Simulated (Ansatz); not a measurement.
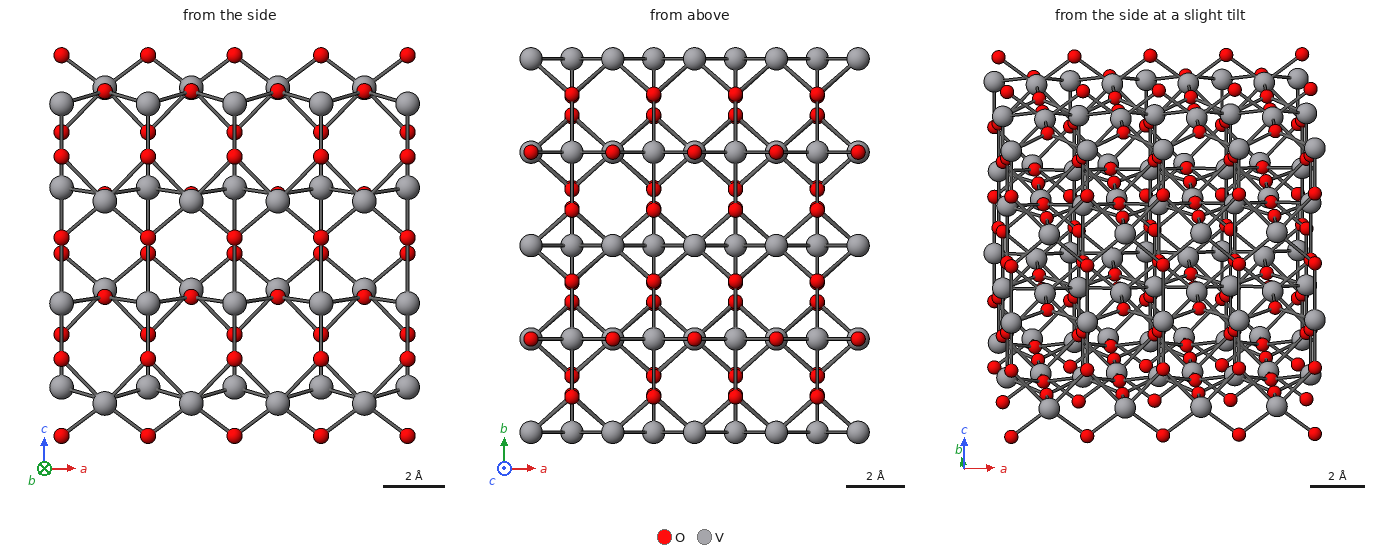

A ball-and-stick picture of a periodic slab, seen from the side, from above and from the side at a slight tilt. The surface normal points up in side views; the vacuum is left out. 4×2 cells are drawn in the plane, with atoms at the edges repeated.

The cell holds 8 V, 16 O. The slab was cut from bulk VO2 (Pnnm).

Q: What do the upper and lower surfaces expose?

A: The top face ends in O, the bottom face in O. The two faces are alike.

Q: What is the slab's thickness, atom centre to atom centre?

A: About 12 Å from the lowest to the highest atom.

Q: Name the surface by its Miller indices.

A: (1 0 1).

Method used: DFT PBE, scalar-relativistic, plane waves, PAW (Ansatz 0.2.0). It ran with cutoff 420 eV, k-grid 12×6×1, Gaussian smearing of 0.1 eV, collinear spins.

Q: Give the work function of each face.

A: 5.44 eV on both faces.

Starting structure: an entry, possibly a prediction, of the Crystallography Open Database, from which a slab was cut. The atoms were relaxed in a fixed cell with DFT PBE, scalar-relativistic, plane waves, PAW in Ansatz.
